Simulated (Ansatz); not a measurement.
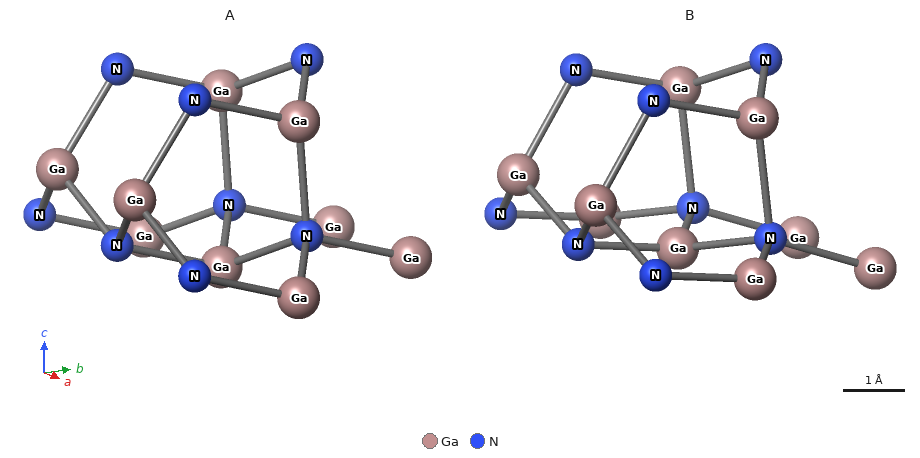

Two geometries of a slab of composition GaN (cut from the P6_3mc phase), drawn at one scale. One is the start of a relaxation, the other its converged end. The picture is a ball-and-stick view of the atoms within 4.2 Å of the atom that moves most (axes of the 2 × 1 repeat of the cell, outlined in the plane, without the vacuum (origin shifted)), seen slightly off an axis.

Computed with Ansatz, DFT PBEsol, scalar-relativistic, plane waves, PAW. Settings: plane-wave cutoff 420 eV; k-point mesh 8 × 3 × 1; occupations gaussian; smearing width 0.05 eV; no spin polarisation; dipole correction; atoms relaxed in a fixed cell; force threshold 0.02 eV/Å; at most 60 steps.

Question: Which of the two is the end point?

Answer: Structure B is the relaxed one. Case: (2 0 1) slab, atoms relaxed. The slab is the (2 0 1) face of GaN. The energy falls by 2.124 eV per cell of the calculation in 5 accepted moves (8 points after the start). Largest force component: 2.3 eV/Å at the start, 0.0069 eV/Å at the end. The line search rejected the trial steps at points 4, 6 of the run. 1 step only repeated the SCF at the same geometry. A Ga atom moves most relative to the layer's centre: 0.33 Å at 11° to the normal (+c side). Largest moves by element: Ga 0.33 Å, N 0.20 Å. The cell doesn't change. Among the contacts that change: Ga–N 1.953 → 1.816 Å, Ga–N 1.946 → 2.057 Å, Ga–N 1.953 → 2.012 Å, Ga–N 1.946 → 1.891 Å. Bond angles that change, for instance: Ga–N–Ga 109.7° → 97.2°, N–Ga–N 109.2° → 119.5°, Ga–N–Ga 109.2° → 115.5°. The run took 10 min on 4 threads of Intel(R) Xeon(R) 6975P-C (Granite Rapids), on a shared host, peak memory 4.2 GiB.
